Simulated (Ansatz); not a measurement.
Input file:

```
crystal:
  lattice:
    - [0.0, 2.7983328972, 2.7983328972]
    - [2.7983328972, 0.0, 2.7983328972]
    - [2.7983328972, 2.7983328972, 0.0]
  atoms:
    - { symbol: Al, position: [0.5, 0.5, 0.5] }
    - { symbol: Ni, position: [0.25, 0.25, 0.25] }
    - { symbol: Ni, position: [0.0, 0.0, 0.0] }
    - { symbol: Ni, position: [0.75, 0.75, 0.75] }
basis:
  ecutwfc: 520.0
kpoints:
  mp_grid: { grid: [14, 14, 14] }
hamiltonian:
  xc: pbesol
  pseudopotentials: { kind: paw, azcp: { folder: soft_1 } }
scf:
  occupations: { method: gaussian, width: 0.15 }
output:
  forces: true
  stress: true
  eigenvalues: true
  write_density: true
  write_potential: true
  elf: true
  volumetric_format: npy
```

Command:

```sh
ansatz run input.yaml --threads 4 --pin off --max-ram 8192MiB --backend cpu --events-out ev --progress --plain --runs-dir out
```

Below, planes, directions and counts refer to the conventional cell (a = 5.60 Å, b = 5.60 Å, c = 5.60 Å, α = 90.00°, β = 90.00°, γ = 90.00°).

Space group Fm-3m; a structure from a database of computed crystals, not necessarily the ambient phase; computed without spin polarisation; PAW files of the earlier set (soft_1).

These are results of Ansatz, DFT PBEsol, scalar-relativistic, plane waves, PAW, not measurements.

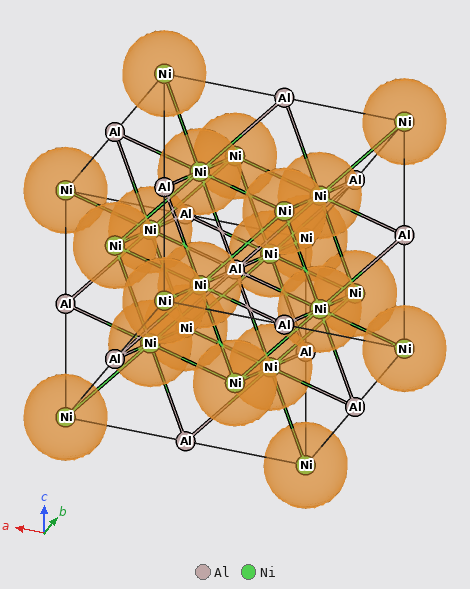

AlNi3. Isosurface of the valence charge density (pseudo) at 0.6 e/Å³ (orange), seen at an oblique angle. Sticks mark near contacts.

Core electrons are frozen (PAW), and the valence fields are smoothed inside the atomic spheres.

> How is the density connected at this value?

At this value the density breaks into separate islands; it holds about 80 % of the electrons treated as valence (semicore included). It bridges none of the near contacts. It is pinched off along the shortest Al–Ni (2.42 Å) and Ni–Ni (2.42 Å) contacts. On the grid the lowest density along these lines, outside the cores, is 0.26 e/Å³ (Al–Ni, 2.42 Å) and 0.36 e/Å³ (Ni–Ni, 2.42 Å).

> Does the calculation make it a metal, or give it a gap?

It is gapless in this calculation (a metal or semimetal).
